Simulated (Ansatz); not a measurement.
**C: one change and its effect**

System: C (slab, 2 atoms in the cell).
Method of the first run: DFT PBE+D3(BJ), scalar-relativistic, plane waves, PAW, PAW set soft_1, no spin polarisation (Ansatz 0.2.0).

The structure derives from an entry of the Crystallography Open Database. Text and figures count atoms from 1; the logs count them from 0 in places.

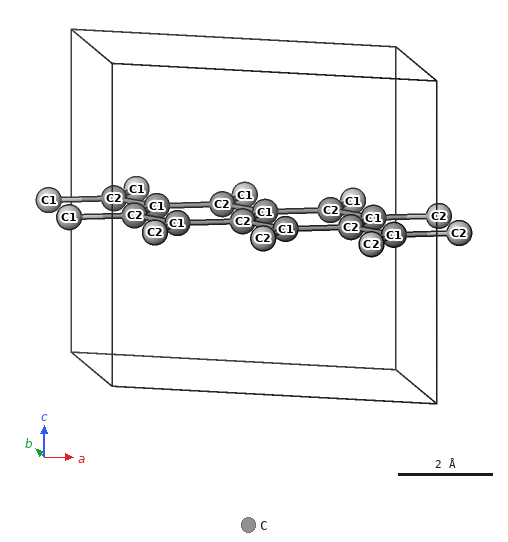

The structure (ball-and-stick view of the 3 × 2 repeat of the cell, with the vacuum cut short, seen slightly off an axis; neighbours outside the cell are drawn fainter; atoms are numbered from 1 in the order of the input). An atom can appear more than once, as a periodic image. Near neighbours in the periodic cell (some may lie outside the picture): C has 3 C at 1.42 Å.

### Input, the first run
```yaml
crystal:
  lattice:
    - [2.4656524413, 0.0, 0.0]
    - [-1.2328262206, 2.1353176511, 0.0]
    - [0.0, 0.0, 17.5000663888]
  atoms:
    - { symbol: C, position: [0.6666666667, 0.3333333333, 0.2571437785] }
    - { symbol: C, position: [0.3333333333, 0.6666666667, 0.2571418816] }
basis:
  ecutwfc: 420
kpoints:
  mp_grid: { grid: [15, 15, 1] }
hamiltonian:
  xc: pbe
  pseudopotentials: { kind: paw, azcp: { folder: soft_1 } }
  dispersion: d3bj
scf:
  occupations: { method: gaussian, width: 0.1 }
output:
  forces: true
  eigenvalues: true
efield:
  axis: 3
  dipole_correction: true
  ramp_width: 0.04
```

Launched with:
```bash
ansatz run input.yaml --threads 1 --pin off --max-ram 3072MiB --backend cpu --events-out ev --progress --plain --runs-dir out
```

Hardware: 1 thread of Intel Xeon (Sapphire Rapids), 32 GiB of memory available, shared host.

### Output, shortened to warnings, some set-up lines, iterations and results (the first run)
```
Warning: the atoms were moved onto the symmetric positions of the space group found under crystal.symmetry.tolerance 1.0e-5 (fractional; no operation is sought that the atoms, as they stand in a round, miss by more than twice it, and no atom is moved by as much as it), and the run uses the moved positions. Before a round's move an operation carried an atom to 3.32e-5 Å from where it should land, …
Basis set: ecut = 420 eV, 1745 PW (Γ), exchange–correlation on 36×36×240 points (8 copies of the dense FFT grid, shifted against one another)
Symmetry: 12 space group operations
k-points: 27 of 225
Initial density: superposition of atomic densities (neutral atoms: chi_scale 0, normalization atom)
[...]
SCF iter   1: F=—  HF=-503.221524 eV  |F-HF|=—  |Δ(HF+E_count)|=         —  Δρ=5.59e-2  dr2=2.64e0  ethr=3.10e-3  p=-0.000 e·Å  D=-3.74e-7 V/Å  ΔV_dip=0.00 eV  …
SCF iter   2: F=—  HF=-502.151240 eV  |F-HF|=—  |Δ(HF+E_count)|=    1.07e0  Δρ=1.67e-2  dr2=2.33e-1  ethr=3.10e-3  p=-0.004 e·Å  D=-6.95e-3 V/Å  ΔV_dip=0.12 eV  …
SCF iter   3: F=—  HF=-502.060349 eV  |F-HF|=—  |Δ(HF+E_count)|=   9.09e-2  Δρ=1.07e-3  dr2=1.27e-3  ethr=2.91e-3  p=0.002 e·Å  D=3.12e-3 V/Å  ΔV_dip=-0.05 eV  …
SCF iter   4: F=—  HF=-502.060147 eV  |F-HF|=—  |Δ(HF+E_count)|=   2.02e-4  Δρ=2.78e-4  dr2=2.19e-4  ethr=1.59e-5  p=-0.001 e·Å  D=-2.83e-3 V/Å  ΔV_dip=0.05 eV  …
SCF iter   5: F=—  HF=-502.060095 eV  |F-HF|=—  |Δ(HF+E_count)|=   5.24e-5  Δρ=5.97e-5  dr2=3.37e-6  ethr=2.74e-6  p=0.000 e·Å  D=3.23e-4 V/Å  ΔV_dip=-0.01 eV  …
SCF iter   6: F=—  HF=-502.060115 eV  |F-HF|=—  |Δ(HF+E_count)|=   1.96e-5  Δρ=1.04e-5  dr2=6.13e-8  ethr=1.25e-9  p=0.000 e·Å  D=2.18e-5 V/Å  ΔV_dip=-0.00 eV  …
SCF iter   7: F=-502.060115 eV  HF=-502.060115 eV  |F-HF|=1.01e-8  |Δ(HF+E_count)|=   3.09e-7  Δρ=8.54e-7  dr2=8.52e-10  ethr=7.66e-10  p=-0.000 e·Å  D=-3.90e-6 V/Å  …
SCF 1 converged in 7 iterations: F = -502.060115 eV  dr2 = 8.52e-10
SCF converged after 7 iterations
Free energy (F): -502.060115 eV
Harris-Foulkes:  -502.060115 eV  (|F-HF|=1.01e-8)
Internal energy: -502.059112 eV  (E = F + TS)
E sigma→0 (E₀):  -502.059613 eV
Entropy (-TS):   -0.001003 eV (-0.502 meV/atom)
Fermi energy:    -2.081343 eV
Dipole field:    D = 0.000010 V/Å  (p = 0.000005 e·Å, saw-weighted, corrected)
Work function:   Φ+ = 4.2429 eV   Φ− = 4.2431 eV
Levels:          The Fermi level and band energies are counted from a zero that moves with the ramp; work functions are not
--- Per-component energies (eV) ---
  E_band       = -89.867384
  E_kinetic    = 176.913623
  E_local      = -2812.973732  (includes V_loc(G=0)·N_el)
  E_nonlocal   = 46.863917
  E_hartree    = 1315.284672
  E_xc         = -93.855398
  E_vxc        = -115.561836  (∫ρ·V_xc dr)
  E_paw        = -200.193206  (= ΣΔE_a)
  E_vpaw       = -15.678074  (= ΣTr[D̂ρ^β])
  E_aug_tail   = 0.000033  (compensation charges beyond the density's cutoff)
  E_efield     = 0.000000  (sawtooth field / dipole correction)
  E_vefield    = 0.000000  (∫n·V_field dr)
  E_ewald      = 1066.078293
  E_disp       = -0.177314  (pairwise vdW)
  E_smearing   = -0.001003  (= −TS)
  E_closure    = -0.000000  (closes the sum)
  Σ components = -502.060115   (vs F -502.060115, Δ=0.00e0)
--- Forces (eV/Å), atoms counted from 1 ---
  atom   1  C      0.00000000    -0.00000000    -0.00002551
  atom   2  C     -0.00000000     0.00000000    -0.00002551
  max |Σ_I F_I| component: 5.10e-5 eV/Å
```

For the second run the input was changed thus:
```diff
+accuracy: low
```

Predict how the results change.

The energy doesn't change within 0.01 meV per atom. The number of SCF iterations is the same.

### Output, shortened to warnings, some set-up lines, iterations and results (the second run)
```
Warning: the atoms were moved onto the symmetric positions of the space group found under crystal.symmetry.tolerance 1.0e-5 (fractional; no operation is sought that the atoms, as they stand in a round, miss by more than twice it, and no atom is moved by as much as it), and the run uses the moved positions. Before a round's move an operation carried an atom to 3.32e-5 Å from where it should land, …
Basis set: ecut = 420 eV, 1745 PW (Γ), exchange–correlation on 36×36×240 points (8 copies of the dense FFT grid, shifted against one another)
Symmetry: 12 space group operations
k-points: 27 of 225
Initial density: superposition of atomic densities (neutral atoms: chi_scale 0, normalization atom)
[...]
SCF iter   1: F=—  HF=-503.221524 eV  |F-HF|=—  |Δ(HF+E_count)|=         —  Δρ=5.59e-2  dr2=2.64e0  ethr=3.10e-3  p=-0.000 e·Å  D=-3.74e-7 V/Å  ΔV_dip=0.00 eV  …
SCF iter   2: F=—  HF=-502.151240 eV  |F-HF|=—  |Δ(HF+E_count)|=    1.07e0  Δρ=1.67e-2  dr2=2.33e-1  ethr=3.10e-3  p=-0.004 e·Å  D=-6.95e-3 V/Å  ΔV_dip=0.12 eV  …
SCF iter   3: F=—  HF=-502.060349 eV  |F-HF|=—  |Δ(HF+E_count)|=   9.09e-2  Δρ=1.07e-3  dr2=1.27e-3  ethr=2.91e-3  p=0.002 e·Å  D=3.12e-3 V/Å  ΔV_dip=-0.05 eV  …
SCF iter   4: F=—  HF=-502.060147 eV  |F-HF|=—  |Δ(HF+E_count)|=   2.02e-4  Δρ=2.78e-4  dr2=2.19e-4  ethr=1.59e-5  p=-0.001 e·Å  D=-2.83e-3 V/Å  ΔV_dip=0.05 eV  …
SCF iter   5: F=—  HF=-502.060095 eV  |F-HF|=—  |Δ(HF+E_count)|=   5.24e-5  Δρ=5.97e-5  dr2=3.37e-6  ethr=2.74e-6  p=0.000 e·Å  D=3.23e-4 V/Å  ΔV_dip=-0.01 eV  …
SCF iter   6: F=—  HF=-502.060115 eV  |F-HF|=—  |Δ(HF+E_count)|=   1.96e-5  Δρ=1.04e-5  dr2=6.13e-8  ethr=1.25e-9  p=0.000 e·Å  D=2.18e-5 V/Å  ΔV_dip=-0.00 eV  …
SCF iter   7: F=-502.060115 eV  HF=-502.060115 eV  |F-HF|=1.01e-8  |Δ(HF+E_count)|=   3.09e-7  Δρ=8.54e-7  dr2=8.52e-10  ethr=7.66e-10  p=-0.000 e·Å  D=-3.90e-6 V/Å  …
SCF 1 converged in 7 iterations: F = -502.060115 eV  dr2 = 8.52e-10
SCF converged after 7 iterations
Free energy (F): -502.060115 eV
Harris-Foulkes:  -502.060115 eV  (|F-HF|=1.01e-8)
Internal energy: -502.059112 eV  (E = F + TS)
E sigma→0 (E₀):  -502.059613 eV
Entropy (-TS):   -0.001003 eV (-0.502 meV/atom)
Fermi energy:    -2.081343 eV
Dipole field:    D = 0.000010 V/Å  (p = 0.000005 e·Å, saw-weighted, corrected)
Work function:   Φ+ = 4.2429 eV   Φ− = 4.2431 eV
Levels:          The Fermi level and band energies are counted from a zero that moves with the ramp; work functions are not
--- Per-component energies (eV) ---
  E_band       = -89.867384
  E_kinetic    = 176.913623
  E_local      = -2812.973732  (includes V_loc(G=0)·N_el)
  E_nonlocal   = 46.863917
  E_hartree    = 1315.284672
  E_xc         = -93.855398
  E_vxc        = -115.561836  (∫ρ·V_xc dr)
  E_paw        = -200.193206  (= ΣΔE_a)
  E_vpaw       = -15.678074  (= ΣTr[D̂ρ^β])
  E_aug_tail   = 0.000033  (compensation charges beyond the density's cutoff)
  E_efield     = 0.000000  (sawtooth field / dipole correction)
  E_vefield    = 0.000000  (∫n·V_field dr)
  E_ewald      = 1066.078293
  E_disp       = -0.177314  (pairwise vdW)
  E_smearing   = -0.001003  (= −TS)
  E_closure    = -0.000000  (closes the sum)
  Σ components = -502.060115   (vs F -502.060115, Δ=0.00e0)
--- Forces (eV/Å), atoms counted from 1 ---
  atom   1  C      0.00000000    -0.00000000    -0.00002551
  atom   2  C     -0.00000000     0.00000000    -0.00002551
  max |Σ_I F_I| component: 5.10e-5 eV/Å
```

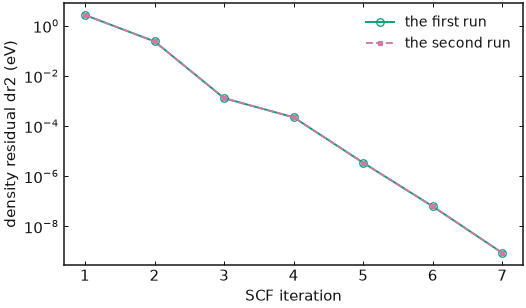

Convergence of the two runs: density residual dr2 against the SCF iteration. The first run takes 7 iterations in all, and the second run takes 7.

### The two runs side by side

| quantity | the first run | the second run |
| --- | --- | --- |
| outcome | converged | converged |
| free energy per atom (eV) | −251.0301 | −251.0301 |
| energy per atom, smearing taken to zero (eV) | −251.0298 | −251.0298 |
| gap on the mesh (eV) | 0.00 | 0.00 |
| work function (eV) | 4.24 | – |
| largest force (eV/Å) | 0.000 | 0.000 |
| SCF iterations | 7 | 7 |
| irreducible k-points | 27 | 27 |
| plane waves at Γ | 1745 | 1745 |
| wall time (shared host) | 1.8 s | 1.6 s |

For both runs: Warnings: the structure was made exactly symmetric. For the second run: These settings are looser than, or depart from, a standard set-up, so the numbers are not reference values for this system. The input asks for low accuracy.
